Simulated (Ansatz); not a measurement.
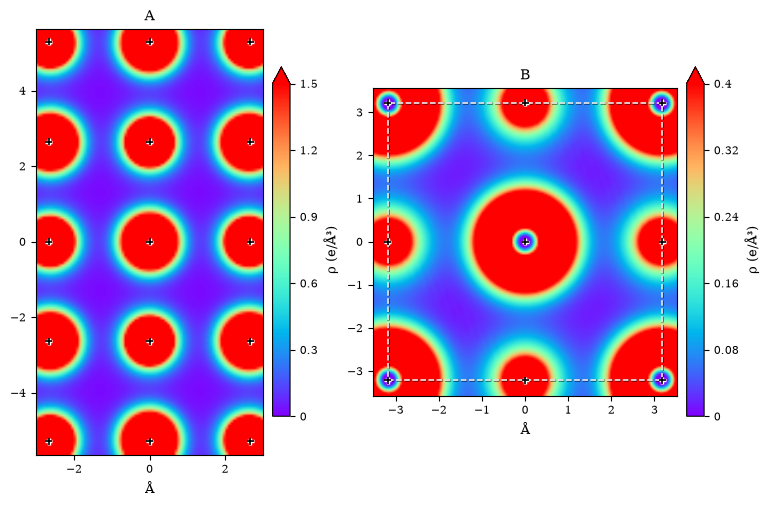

The valence electron density of 2 systems, each on a plane through atoms (crosses mark nuclei in the plane).

Method: DFT, r2SCAN, PAW with Ansatz's default frozen-core files, scalar-relativistic; relaxation of cell and atoms (Ansatz).

System 1: CsH, the (110) plane of the conventional cell. Space group I4/mmm; changed on purpose from its base cell (in-plane strain +0.01, out-of-plane length and atoms relaxed by PAW).

```cif
data_structure
_symmetry_space_group_name_H-M 'P 1'
_symmetry_Int_Tables_number 1
_cell_length_a 4.5536
_cell_length_b 4.5536
_cell_length_c 6.3676
_cell_angle_alpha 90.000
_cell_angle_beta 90.000
_cell_angle_gamma 90.000
_cell_volume 132.03
loop_
_atom_site_label
_atom_site_type_symbol
_atom_site_fract_x
_atom_site_fract_y
_atom_site_fract_z
_atom_site_occupancy
Cs1 Cs 0.50000 0.50000 0.50000 1
Cs2 Cs 0.00000 0.00000 0.00000 1
H1 H 0.00000 0.00000 0.50000 1
H2 H 0.50000 0.50000 0.00000 1
```

System 2: KF, the (11̄0) plane of the conventional cell. Space group I4/mmm; changed on purpose from its base cell (in-plane strain -0.005, out-of-plane length and atoms relaxed by PAW).

```yaml
crystal:
  lattice:
    - [2.64550, 2.64550, 0.00000]
    - [-2.64550, 2.64550, 0.00000]
    - [0.00000, 0.00000, 5.32976]
  atoms:
    - { symbol: K, position: [0.00000, 0.00000, 0.00000] }
    - { symbol: K, position: [0.50000, 0.50000, 0.50000] }
    - { symbol: F, position: [0.00000, 0.00000, 0.50000] }
    - { symbol: F, position: [0.50000, 0.50000, 0.00000] }
```

### Match each panel to its system.

Panel A is system 2, KF: the plane holds K and F. K–F (2.65 Å): ρ at the midpoint is about 0.13 e/Å³. Panel B is system 1, CsH: the plane holds Cs and H. Cs–H (3.18 Å): the density is about 0.1 e/Å³ at the midpoint.
